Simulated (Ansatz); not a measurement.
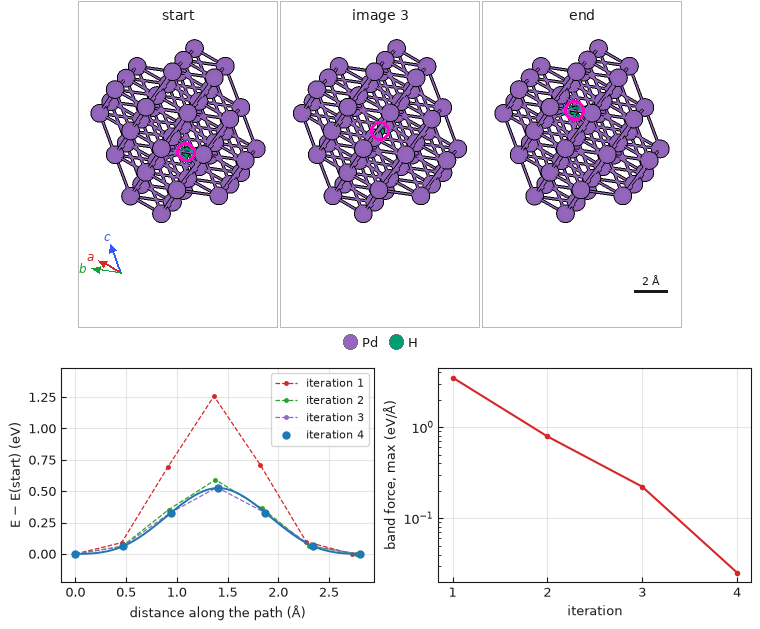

A search for the minimum-energy path of a defect cell of composition HPd27 (28 atoms in the cell) by the nudged elastic band. Images are numbered from 0 (start) to 6 (end). The plot follows the band through its iterations. The picture is a ball-and-stick view of the atoms within 5.6 Å of the middle of the path, seen from a free direction. The moving atom is ringed, with any periodic copies. Bonds to atoms that aren't drawn are left out.

Theory: Ansatz 0.2.0, DFT PBE, scalar-relativistic, plane waves, PAW. Run with plane-wave cutoff 420 eV; k-point mesh 3 × 3 × 3; Gaussian smearing 0.1 eV; 5 movable images; climbing image.

Did the band converge, and can the barrier be trusted?

The run is converged, with reservations. The band converged in 4 iterations. The largest component of the band force went from 3.5 to 0.025 eV/Å. The climbing image converged on the top of the path. Its curvatures weren't checked. The first iteration put the highest image at 1.26 eV. The barrier is about 0.53 eV in both directions, with image 3 at the top; the ends have the same energy.

Limits of the set-up: the periodic images lie only 8.4 Å apart, so the values are limited by the cell's size.

Cost: 12 min on 8 threads of Intel(R) Xeon(R) Processor @ 2.70GHz (shared host), peak memory 9.7 GiB.
